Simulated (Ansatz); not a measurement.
Run report: AlNi, geometry relaxation (part 1 of 3)

The run: geometry relaxation of AlNi (slab, 32 atoms in the cell). Method and program: DFT PBE+D3(BJ), scalar-relativistic, plane waves, PAW, no spin polarisation (Ansatz 0.2.0).

The structure derives from an entry of the Crystallography Open Database. The input holds or restrains some coordinates. Figures and captions count atoms from 1; the log counts them from 0 in places.

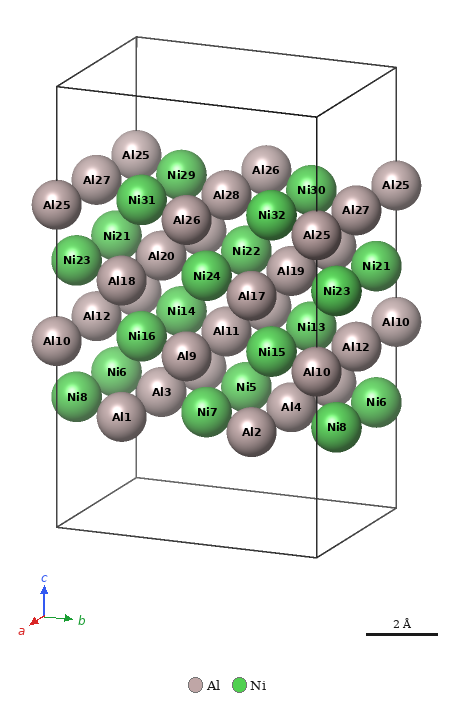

The starting structure (spheres-only view of the cell of the calculation, with the vacuum cut short, seen slightly off an axis; atoms are numbered from 1 in the order of the input).

**Input file**
```yaml
crystal:
  lattice:
    - [5.7148460094, 0.0, 0.0]
    - [0.0, 8.0820127334, 0.0]
    - [0.0, 0.0, 23.0615095501]
  atoms:
    - { symbol: Al, position: [0.0, 0.25, 0.3685795148] }
    - { symbol: Al, position: [0.0, 0.75, 0.3685795148] }
    - { symbol: Al, position: [0.5, 0.25, 0.3685795148] }
    - { symbol: Al, position: [0.5, 0.75, 0.3685795148] }
    - { symbol: Ni, position: [0.25, 0.5, 0.3685795148] }
    - { symbol: Ni, position: [0.25, 0.0, 0.3685795148] }
    - { symbol: Ni, position: [0.75, 0.5, 0.3685795148] }
    - { symbol: Ni, position: [0.75, 0.0, 0.3685795148] }
    - { symbol: Al, position: [0.0, 0.5, 0.4561931716] }
    - { symbol: Al, position: [0.0, 0.0, 0.4561931716] }
    - { symbol: Al, position: [0.5, 0.5, 0.4561931716] }
    - { symbol: Al, position: [0.5, 0.0, 0.4561931716] }
    - { symbol: Ni, position: [0.25, 0.75, 0.4561931716] }
    - { symbol: Ni, position: [0.25, 0.25, 0.4561931716] }
    - { symbol: Ni, position: [0.75, 0.75, 0.4561931716] }
    - { symbol: Ni, position: [0.75, 0.25, 0.4561931716] }
    - { symbol: Al, position: [0.0, 0.75, 0.5438068284] }
    - { symbol: Al, position: [0.0, 0.25, 0.5438068284] }
    - { symbol: Al, position: [0.5, 0.75, 0.5438068284] }
    - { symbol: Al, position: [0.5, 0.25, 0.5438068284] }
    - { symbol: Ni, position: [0.25, 0.0, 0.5438068284] }
    - { symbol: Ni, position: [0.25, 0.5, 0.5438068284] }
    - { symbol: Ni, position: [0.75, 0.0, 0.5438068284] }
    - { symbol: Ni, position: [0.75, 0.5, 0.5438068284] }
    - { symbol: Al, position: [0.0, 0.0, 0.6314204852] }
    - { symbol: Al, position: [0.0, 0.5, 0.6314204852] }
    - { symbol: Al, position: [0.5, 0.0, 0.6314204852] }
    - { symbol: Al, position: [0.5, 0.5, 0.6314204852] }
    - { symbol: Ni, position: [0.25, 0.25, 0.6314204852] }
    - { symbol: Ni, position: [0.25, 0.75, 0.6314204852] }
    - { symbol: Ni, position: [0.75, 0.25, 0.6314204852] }
    - { symbol: Ni, position: [0.75, 0.75, 0.6314204852] }
basis:
  ecutwfc: 420
kpoints:
  mp_grid: { grid: [5, 4, 1] }
hamiltonian:
  xc: pbe
  dispersion: d3bj
scf:
  occupations: { method: gaussian, width: 0.1 }
output:
  forces: true
  eigenvalues: true
  write_density: true
  write_potential: true
  elf: true
  volumetric_format: npy
relax:
  adjacent_minimum: "off"
  f_tol: 0.03
  max_steps: 70
  constraints: [{ sites: [0, 1, 2, 3, 4, 5, 6, 7, 8, 9, 10, 11, 12, 13, 14, 15] }]
efield:
  axis: 3
  dipole_correction: true
```

Run on 4 threads of Arm Neoverse V2, 24 GiB of memory available, shared host.

Command:
```bash
ansatz run input.yaml --threads 4 --pin off --max-ram 10240MiB --backend cpu --events-out ev --progress --plain --runs-dir out
```

**Output**
```
Engine: ansatz 0.2.0, aarch64-unknown-linux-gnu
Pseudopotentials: kind: paw
Pseudopotential: Al, paw, valence charge 3, recommended cutoff 420 eV (normal), Al.paw.azcp
Pseudopotential: Ni, paw, valence charge 18, recommended cutoff 420 eV (normal), Ni.paw.azcp
Functional definition: PBE
  parameter kappa = 0.804
  parameter beta = 0.06672455060314922
  exchange = pbe_x(kappa = kappa, mu = beta*pi^2/3)
  correlation = pbe_c(beta = beta)
Crystal: 32 atoms, lattice volume = 1065.153 Å³
Basis set: ecut = 420 eV, 20837 PW (Γ), exchange–correlation on 80×120×320 points (8 copies of the dense FFT grid, shifted against one another)
Bands: 202, of which v1, the nominal top of the filled ones, is band 168 counted from 1 (167 counted from 0)
Symmetry: 16 space group operations
k-points: 9 of 20
Non-local potential: Al, projectors of the file, l = 0: 2, l = 1: 2, l = 2: 1
Non-local potential: Ni, projectors of the file, l = 0: 3, l = 1: 2, l = 2: 3, l = 3: 1
PAW form: soft (Blöchl's): semilocal exchange-correlation on the pseudo side does not see the compensation charge
PAW one-centre angular grid: Al, 110 points (default); XC on 64 Gauss nodes
PAW one-centre angular grid: Ni, 590 points (default); XC on 64 Gauss nodes
Initial density: superposition of atomic densities (neutral atoms: chi_scale 0, normalization atom), corrected by the library's trained network
Initial wavefunctions: pseudopotential atomic-orbital guess
Functional: x = pbe(κ = 0.804, μ = 0.2195149727645171), c = pbe(β = 0.06672455060314922)
SCF iter   1: F=—  HF=-102057.583040 eV  |F-HF|=—  |Δ(HF+E_count)|=         —  Δρ=4.16e-3  dr2=4.85e-1  ethr=1.77e-3  p=-0.000 e·Å  D=-1.88e-14 V/Å  ΔV_dip=0.00 eV  dr2_dipole=1.41e-7  V_vac-E_F(+/−)=4.85/4.85 eV  ⟨swp⟩=9.8  Hψ=8670  notcnv=0  defer=23
efield: sawtooth ramp at fractional position 0.9500 (placed from the atoms, in the widest stretch of the axis that holds none; the zero of the levels goes with the place), width 0.1000; the density the first Hamiltonian is built on has a dipole p = -0.000 e·Å; the dipole correction subtracts the counter field D = -1.88e-14 V/Å, which shifts the + side's vacuum level by +0.00 eV against the − side's; the planar-averaged density in the ramp window peaks in size at 4.3e-5 e/Å³
preconditioner: auto → LDOS  [metal: Δε(μ)=0.027 eV  Ē_g=5.836 eV  σ=0.100 eV  W_gap=0.15  n_scr=192 (ndim 8)  ℏωp=16.4 eV  f_vac=0.572  D(μ)=22.06/eV (n_scr^D=136)  β→1.0]
SCF iter   2: F=—  HF=-102057.580431 eV  |F-HF|=—  |Δ(HF+E_count)|=   2.61e-3  Δρ=2.42e-3  dr2=3.50e-2  ethr=1.44e-4  p=-0.000 e·Å  D=-1.32e-5 V/Å  ΔV_dip=0.00 eV  dr2_dipole=6.20e-7  V_vac-E_F(+/−)=4.87/4.87 eV  ⟨swp⟩=2.0  Hψ=2979  notcnv=0  defer=178
SCF iter   3: F=—  HF=-102057.582517 eV  |F-HF|=—  |Δ(HF+E_count)|=   2.09e-3  Δρ=2.20e-3  dr2=3.70e-2  ethr=1.04e-5  p=-0.000 e·Å  D=-4.13e-6 V/Å  ΔV_dip=0.00 eV  dr2_dipole=8.33e-8  V_vac-E_F(+/−)=4.86/4.86 eV  ⟨swp⟩=3.0  Hψ=3798  notcnv=0  defer=178
SCF iter   4: F=—  HF=-102057.580069 eV  |F-HF|=—  |Δ(HF+E_count)|=   2.45e-3  Δρ=7.45e-4  dr2=4.11e-3  ethr=1.04e-5  p=0.000 e·Å  D=1.79e-6 V/Å  ΔV_dip=-0.00 eV  dr2_dipole=2.96e-8  V_vac-E_F(+/−)=4.88/4.88 eV  ⟨swp⟩=2.0  Hψ=2413  notcnv=0  defer=178
SCF iter   5: F=—  HF=-102057.580295 eV  |F-HF|=—  |Δ(HF+E_count)|=   2.27e-4  Δρ=2.03e-4  dr2=3.98e-4  ethr=1.22e-6  p=-0.000 e·Å  D=-2.03e-6 V/Å  ΔV_dip=0.00 eV  dr2_dipole=2.18e-9  V_vac-E_F(+/−)=4.89/4.88 eV  ⟨swp⟩=2.3  Hψ=2529  notcnv=0  defer=178
SCF iter   6: F=—  HF=-102057.580290 eV  |F-HF|=—  |Δ(HF+E_count)|=   5.58e-6  Δρ=9.02e-5  dr2=5.47e-5  ethr=1.18e-7  p=-0.000 e·Å  D=-1.33e-6 V/Å  ΔV_dip=0.00 eV  dr2_dipole=2.42e-9  V_vac-E_F(+/−)=4.89/4.89 eV  ⟨swp⟩=2.1  Hψ=2455  notcnv=0  defer=178
SCF iter   7: F=-102057.580305 eV  HF=-102057.580306 eV  |F-HF|=1.64e-6  |Δ(HF+E_count)|=   1.70e-5  Δρ=2.34e-5  dr2=5.39e-6  ethr=6.70e-9  p=-0.000 e·Å  D=-5.73e-7 V/Å  ΔV_dip=0.00 eV  dr2_dipole=1.84e-9  V_vac-E_F(+/−)=4.89/4.89 eV  ⟨swp⟩=29.1  Hψ=22573  notcnv=0
SCF 1 converged in 7 iterations: F = -102057.580305 eV  dr2 = 5.39e-6
  greatest PAW one-centre occupation: 1.001 electrons in one spin orbital (limit 2), on the Ni atom at site 31 (counted from 0), in its partial waves of l = 1
relax step   1: F+E_penalty+E_count = -102057.58030486 eV  Δ(F+E_penalty+E_count) = +0.000e0 eV  max|allowed force component| = 6.154e-1 eV/Å  Δτ_max = 0.0000 Å  (7 SCF iters, dr2 threshold 2.25e-5 eV, accepted)
Initial density: handed on by an earlier stage of this run
Initial wavefunctions: those handed on with the density
iter 1 solved again at ethr=3.09e-5 eV; its pass at ethr=3.10e-3 eV (dr2=1.04e-1 eV) is discarded
SCF iter   1: F=—  HF=-102057.729879 eV  |F-HF|=—  |Δ(HF+E_count)|=         —  Δρ=1.97e-3  dr2=8.92e-2  ethr=3.09e-5  p=-0.000 e·Å  D=-1.36e-6 V/Å  ΔV_dip=0.00 eV  dr2_dipole=2.73e-2  V_vac-E_F(+/−)=4.88/4.88 eV  ⟨swp⟩=2.0  Hψ=5417  notcnv=0  defer=203
efield: sawtooth ramp at fractional position 0.9500 (handed on by an earlier solve), width 0.1000; the density the first Hamiltonian is built on has a dipole p = -0.000 e·Å; the dipole correction subtracts the counter field D = -1.36e-6 V/Å, which shifts the + side's vacuum level by +0.00 eV against the − side's; the planar-averaged density in the ramp window peaks in size at 2.1e-6 e/Å³
preconditioner: auto → LDOS  [metal: Δε(μ)=0.023 eV  Ē_g=5.860 eV  σ=0.100 eV  W_gap=0.13  n_scr=192 (ndim 8)  ℏωp=16.4 eV  f_vac=0.571  D(μ)=22.28/eV (n_scr^D=136)  β→1.0]
SCF iter   2: F=—  HF=-102057.726162 eV  |F-HF|=—  |Δ(HF+E_count)|=   3.72e-3  Δρ=1.28e-3  dr2=1.67e-2  ethr=2.66e-5  p=0.011 e·Å  D=1.82e-3 V/Å  ΔV_dip=-0.04 eV  dr2_dipole=5.77e-4  V_vac-E_F(+/−)=4.85/4.89 eV  ⟨swp⟩=2.0  Hψ=2580  notcnv=0  defer=203
SCF iter   3: F=—  HF=-102057.725311 eV  |F-HF|=—  |Δ(HF+E_count)|=   8.51e-4  Δρ=1.35e-3  dr2=1.77e-2  ethr=4.96e-6  p=0.011 e·Å  D=1.81e-3 V/Å  ΔV_dip=-0.04 eV  dr2_dipole=2.56e-3  V_vac-E_F(+/−)=4.85/4.89 eV  ⟨swp⟩=2.0  Hψ=3048  notcnv=0  defer=203
SCF iter   4: F=—  HF=-102057.724169 eV  |F-HF|=—  |Δ(HF+E_count)|=   1.14e-3  Δρ=3.91e-4  dr2=1.33e-3  ethr=4.96e-6  p=0.012 e·Å  D=1.99e-3 V/Å  ΔV_dip=-0.05 eV  dr2_dipole=1.25e-4  V_vac-E_F(+/−)=4.85/4.90 eV  ⟨swp⟩=2.0  Hψ=2362  notcnv=0  defer=203
SCF iter   5: F=—  HF=-102057.724180 eV  |F-HF|=—  |Δ(HF+E_count)|=   1.17e-5  Δρ=1.27e-4  dr2=9.91e-5  ethr=3.97e-7  p=0.013 e·Å  D=2.19e-3 V/Å  ΔV_dip=-0.05 eV  dr2_dipole=2.16e-6  V_vac-E_F(+/−)=4.85/4.90 eV  ⟨swp⟩=3.1  Hψ=3218  notcnv=0  defer=205
SCF iter   6: F=-102057.724218 eV  HF=-102057.724215 eV  |F-HF|=3.22e-6  |Δ(HF+E_count)|=   3.42e-5  Δρ=4.69e-5  dr2=1.60e-5  ethr=7.04e-9  p=0.013 e·Å  D=2.22e-3 V/Å  ΔV_dip=-0.05 eV  dr2_dipole=5.07e-7  V_vac-E_F(+/−)=4.85/4.90 eV  ⟨swp⟩=23.9  Hψ=21946  notcnv=0
SCF 2 converged in 6 iterations: F = -102057.724218 eV  dr2 = 1.60e-5
  greatest PAW one-centre occupation: 1.001 electrons in one spin orbital (limit 2), on the Ni atom at site 7 (counted from 0), in its partial waves of l = 1
relax step   2: F+E_penalty+E_count = -102057.72421786 eV  Δ(F+E_penalty+E_count) = -1.439e-1 eV  max|allowed force component| = 3.835e-1 eV/Å  Δτ_max = 0.0398 Å  (6 SCF iters, dr2 threshold 2.37e-5 eV, accepted)
SCF iter   1: F=—  HF=-102057.847592 eV  |F-HF|=—  |Δ(HF+E_count)|=         —  Δρ=3.31e-3  dr2=3.94e-1  ethr=7.38e-4  p=0.013 e·Å  D=2.21e-3 V/Å  ΔV_dip=-0.05 eV  dr2_dipole=1.34e-1  V_vac-E_F(+/−)=4.84/4.89 eV  ⟨swp⟩=4.0  Hψ=3780  notcnv=0  defer=203
efield: sawtooth ramp at fractional position 0.9500 (handed on by an earlier solve), width 0.1000; the density the first Hamiltonian is built on has a dipole p = 0.013 e·Å; the dipole correction subtracts the counter field D = 2.21e-3 V/Å, which shifts the + side's vacuum level by -0.05 eV against the − side's; the planar-averaged density in the ramp window peaks in size at 5.3e-6 e/Å³
preconditioner: auto → LDOS  [metal: Δε(μ)=0.026 eV  Ē_g=5.866 eV  σ=0.100 eV  W_gap=0.15  n_scr=192 (ndim 8)  ℏωp=16.4 eV  f_vac=0.572  D(μ)=22.96/eV (n_scr^D=140)  β→1.0]
SCF iter   2: F=—  HF=-102057.823566 eV  |F-HF|=—  |Δ(HF+E_count)|=   2.40e-2  Δρ=1.72e-3  dr2=3.58e-2  ethr=1.17e-4  p=0.037 e·Å  D=6.30e-3 V/Å  ΔV_dip=-0.15 eV  dr2_dipole=2.68e-5  V_vac-E_F(+/−)=4.76/4.90 eV  ⟨swp⟩=2.0  Hψ=3046  notcnv=0  defer=212
SCF iter   3: F=—  HF=-102057.819982 eV  |F-HF|=—  |Δ(HF+E_count)|=   3.58e-3  Δρ=1.60e-3  dr2=2.67e-2  ethr=1.06e-5  p=0.036 e·Å  D=6.15e-3 V/Å  ΔV_dip=-0.14 eV  dr2_dipole=4.28e-3  V_vac-E_F(+/−)=4.76/4.90 eV  ⟨swp⟩=2.7  Hψ=2774  notcnv=0  defer=212
SCF iter   4: F=—  HF=-102057.818484 eV  |F-HF|=—  |Δ(HF+E_count)|=   1.50e-3  Δρ=4.97e-4  dr2=4.04e-3  ethr=7.95e-6  p=0.038 e·Å  D=6.38e-3 V/Å  ΔV_dip=-0.15 eV  dr2_dipole=8.80e-4  V_vac-E_F(+/−)=4.76/4.91 eV  ⟨swp⟩=2.0  Hψ=2329  notcnv=0  defer=212
SCF iter   5: F=—  HF=-102057.818905 eV  |F-HF|=—  |Δ(HF+E_count)|=   4.20e-4  Δρ=8.58e-5  dr2=3.93e-4  ethr=1.20e-6  p=0.039 e·Å  D=6.68e-3 V/Å  ΔV_dip=-0.15 eV  dr2_dipole=1.55e-4  V_vac-E_F(+/−)=4.75/4.91 eV  ⟨swp⟩=2.0  Hψ=2514  notcnv=0  defer=212
SCF iter   6: F=—  HF=-102057.819058 eV  |F-HF|=—  |Δ(HF+E_count)|=   1.53e-4  Δρ=7.30e-5  dr2=6.53e-5  ethr=1.17e-7  p=0.040 e·Å  D=6.83e-3 V/Å  ΔV_dip=-0.16 eV  dr2_dipole=1.34e-5  V_vac-E_F(+/−)=4.75/4.91 eV  ⟨swp⟩=2.0  Hψ=2303  notcnv=0  defer=212
SCF iter   7: F=—  HF=-102057.819109 eV  |F-HF|=—  |Δ(HF+E_count)|=   5.12e-5  Δρ=3.06e-5  dr2=1.02e-5  ethr=1.94e-8  p=0.041 e·Å  D=6.90e-3 V/Å  ΔV_dip=-0.16 eV  dr2_dipole=7.71e-7  V_vac-E_F(+/−)=4.75/4.91 eV  ⟨swp⟩=2.0  Hψ=2435  notcnv=0  defer=212
SCF iter   8: F=-102057.819111 eV  HF=-102057.819110 eV  |F-HF|=4.04e-7  |Δ(HF+E_count)|=   1.52e-6  Δρ=8.32e-6  dr2=8.01e-7  ethr=2.74e-9  p=0.041 e·Å  D=6.90e-3 V/Å  ΔV_dip=-0.16 eV  dr2_dipole=1.21e-8  V_vac-E_F(+/−)=4.75/4.91 eV  ⟨swp⟩=23.7  Hψ=17846  notcnv=0
SCF 3 converged in 8 iterations: F = -102057.819111 eV  dr2 = 8.01e-7
relax step   3: F+E_penalty+E_count = -102057.81911090 eV  Δ(F+E_penalty+E_count) = -9.489e-2 eV  max|allowed force component| = 6.450e-2 eV/Å  Δτ_max = 0.0622 Å  (8 SCF iters, dr2 threshold 9.19e-6 eV, accepted)
SCF iter   1: F=—  HF=-102057.823223 eV  |F-HF|=—  |Δ(HF+E_count)|=         —  Δρ=7.84e-4  dr2=1.53e-2  ethr=4.60e-5  p=0.041 e·Å  D=6.90e-3 V/Å  ΔV_dip=-0.16 eV  dr2_dipole=8.33e-4  V_vac-E_F(+/−)=4.75/4.91 eV  ⟨swp⟩=2.0  Hψ=3174  notcnv=0  defer=212
efield: sawtooth ramp at fractional position 0.9500 (handed on by an earlier solve), width 0.1000; the density the first Hamiltonian is built on has a dipole p = 0.041 e·Å; the dipole correction subtracts the counter field D = 6.90e-3 V/Å, which shifts the + side's vacuum level by -0.16 eV against the − side's; the planar-averaged density in the ramp window peaks in size at 4.3e-6 e/Å³
preconditioner: auto → LDOS  [metal: Δε(μ)=0.030 eV  Ē_g=5.856 eV  σ=0.100 eV  W_gap=0.17  n_scr=192 (ndim 8)  ℏωp=16.4 eV  f_vac=0.570  D(μ)=22.56/eV (n_scr^D=136)  β→1.0]
SCF iter   2: F=—  HF=-102057.822289 eV  |F-HF|=—  |Δ(HF+E_count)|=   9.34e-4  Δρ=8.25e-4  dr2=1.02e-2  ethr=4.55e-6  p=0.038 e·Å  D=6.46e-3 V/Å  ΔV_dip=-0.15 eV  dr2_dipole=7.03e-5  V_vac-E_F(+/−)=4.76/4.91 eV  ⟨swp⟩=3.0  Hψ=3536  notcnv=0  defer=212
SCF iter   3: F=—  HF=-102057.820433 eV  |F-HF|=—  |Δ(HF+E_count)|=   1.86e-3  Δρ=3.32e-4  dr2=1.32e-3  ethr=3.03e-6  p=0.039 e·Å  D=6.70e-3 V/Å  ΔV_dip=-0.15 eV  dr2_dipole=1.83e-4  V_vac-E_F(+/−)=4.76/4.91 eV  ⟨swp⟩=2.1  Hψ=2524  notcnv=0  defer=212
SCF iter   4: F=—  HF=-102057.820399 eV  |F-HF|=—  |Δ(HF+E_count)|=   3.40e-5  Δρ=9.13e-5  dr2=1.58e-4  ethr=3.94e-7  p=0.040 e·Å  D=6.76e-3 V/Å  ΔV_dip=-0.16 eV  dr2_dipole=2.93e-5  V_vac-E_F(+/−)=4.75/4.91 eV  ⟨swp⟩=2.2  Hψ=2495  notcnv=0  defer=212
SCF iter   5: F=—  HF=-102057.820481 eV  |F-HF|=—  |Δ(HF+E_count)|=   8.19e-5  Δρ=2.50e-5  dr2=1.28e-5  ethr=4.71e-8  p=0.040 e·Å  D=6.79e-3 V/Å  ΔV_dip=-0.16 eV  dr2_dipole=1.16e-6  V_vac-E_F(+/−)=4.75/4.91 eV  ⟨swp⟩=2.0  Hψ=2449  notcnv=0  defer=212
SCF iter   6: F=—  HF=-102057.821137 eV  |F-HF|=—  |Δ(HF+E_count)|=   6.56e-4  Δρ=1.77e-5  dr2=2.53e-6  ethr=3.80e-9  p=0.040 e·Å  D=6.79e-3 V/Å  ΔV_dip=-0.16 eV  dr2_dipole=1.06e-8  V_vac-E_F(+/−)=4.75/4.91 eV  ⟨swp⟩=2.1  Hψ=2556  notcnv=0  defer=212
SCF iter   7: F=—  HF=-102057.821142 eV  |F-HF|=—  |Δ(HF+E_count)|=   5.39e-6  Δρ=5.91e-6  dr2=2.52e-7  ethr=7.53e-10  p=0.040 e·Å  D=6.80e-3 V/Å  ΔV_dip=-0.16 eV  dr2_dipole=1.55e-9  V_vac-E_F(+/−)=4.75/4.91 eV  ⟨swp⟩=2.1  Hψ=2493  notcnv=0  defer=212
SCF iter   8: F=-102057.821146 eV  HF=-102057.821146 eV  |F-HF|=2.08e-8  |Δ(HF+E_count)|=   3.14e-6  Δρ=2.20e-6  dr2=5.35e-8  ethr=2.98e-11  p=0.040 e·Å  D=6.80e-3 V/Å  ΔV_dip=-0.16 eV  dr2_dipole=6.32e-9  V_vac-E_F(+/−)=4.75/4.91 eV  ⟨swp⟩=19.8  Hψ=16168  notcnv=0
SCF 4 converged in 8 iterations: F = -102057.821146 eV  dr2 = 5.35e-8
relax step   4: F+E_penalty+E_count = -102057.82114563 eV  Δ(F+E_penalty+E_count) = -2.035e-3 eV  max|allowed force component| = 2.152e-2 eV/Å  Δτ_max = 0.0140 Å  (8 SCF iters, accepted)
```

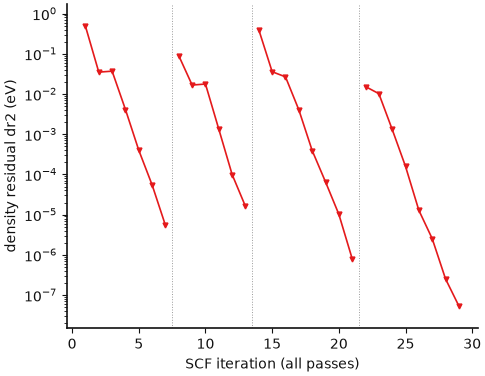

Convergence of the self-consistent field: density residual dr2 against the SCF iteration. The dotted lines part the SCF passes of the relaxation: geometry steps, rejected trials and re-solves on a re-selected basis. The passes take 7, 6, 8 and 8 iterations.

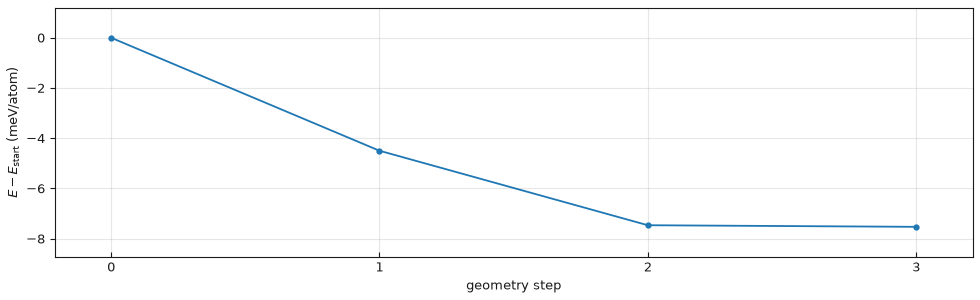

Progress of the restrained relaxation, step by step (the first geometry is step 0 here and step 1 in the log).
